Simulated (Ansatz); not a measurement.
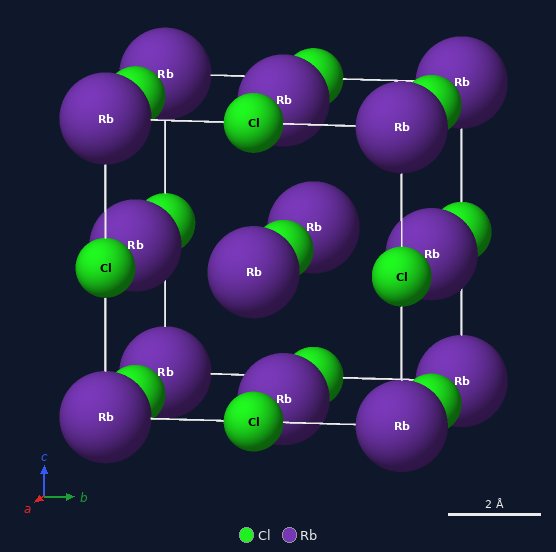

Crystal structure, spheres-only style, seen slightly off an axis. The edges of the drawn cell (a repeat of the simulation cell) are marked.

RbCl, a = 6.744 Å, b = 6.612 Å, c = 6.612 Å, α = 90.00°, β = 90.00°, γ = 90.00°. Strictly the space group is I4/mmm (No. 139, within 0.01 Å). It is a distorted form of a face-centred cubic structure, space group Fm-3m (No. 225) within 0.25 Å: rock salt (NaCl type). Its origin is a structure type filled with these elements by a generator (whether the compound takes this form wasn't checked). The cell was then strained or its atoms displaced on purpose. An electronic-structure calculation with Ansatz was run on it.

This one geometry was computed with Ansatz (DFT, plane waves, PAW) at three levels of theory: PBE, HSE06 and r2SCAN. It was relaxed with r2SCAN and then strained.

Question: How does the band gap change with the level of theory?

Answer: PBE: a gap of 4.89 eV, direct; r2SCAN: a gap of 5.48 eV, direct; HSE06: a gap of 6.18 eV, direct.

Question: Collect the results in a table.

Answer:
| level | cutoff (eV) | k-mesh of the run's cell | gap (eV) | pressure (GPa) |
| --- | --- | --- | --- | --- |
| PBE | 420 | 6×6×6 | 4.89 | 0.3 |
| HSE06 | 420 | 4×4×4 | 6.18 | 0.0 |
| r2SCAN | 500 | 6×6×6 | 5.48 | -0.3 |

Gaps are taken on the k-mesh or band path of each run.
